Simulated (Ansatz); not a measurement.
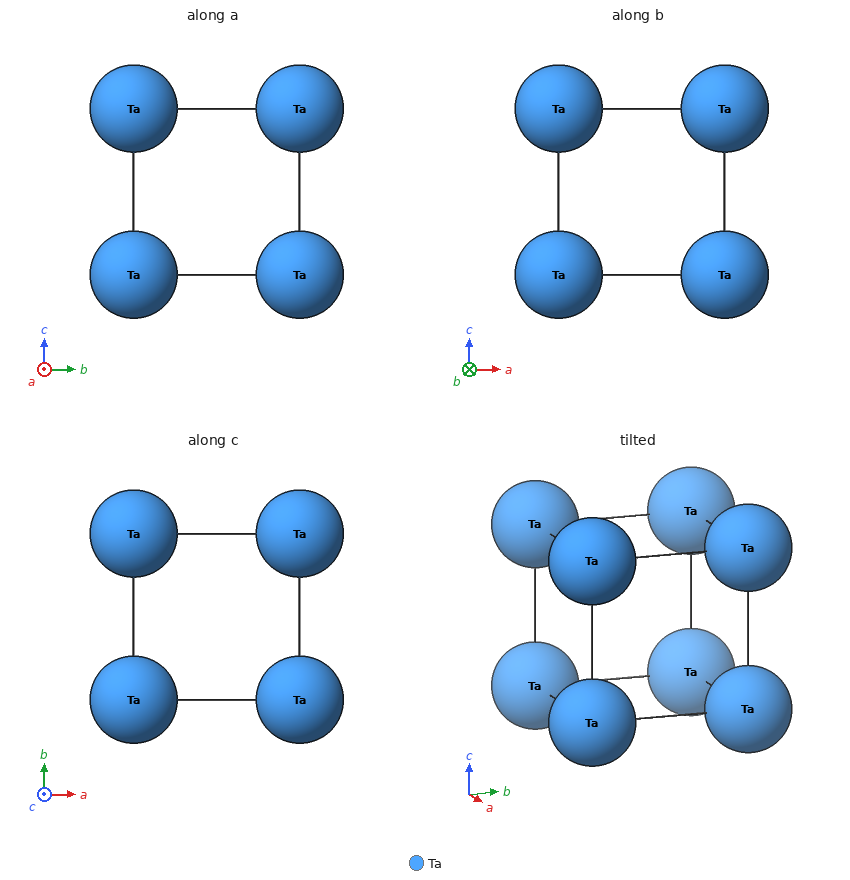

A spheres-only rendering, viewed along the a axis, along the b axis, along the c axis and slightly off an axis. Thin lines show the conventional unit cell, with boundary atoms drawn in all their periodic places.

Lattice parameters: a = 2.742 Å, b = 2.742 Å, c = 2.742 Å, α = 90.00°, β = 90.00°, γ = 90.00°. Put a along x and b in the xy plane.

**Give the structure in the form of a POSCAR file.**

```
Ta
1.0
     2.742    0.000    0.000
     0.000    2.742    0.000
     0.000    0.000    2.742
Ta
1
Direct
  0.0000 0.0000 0.0000
```

Its origin is a structure type filled with this element by a generator (whether the element takes this form wasn't checked). Earlier steps of the study may have refined or changed the cell and positions. It was the input of a calculation with Ansatz.
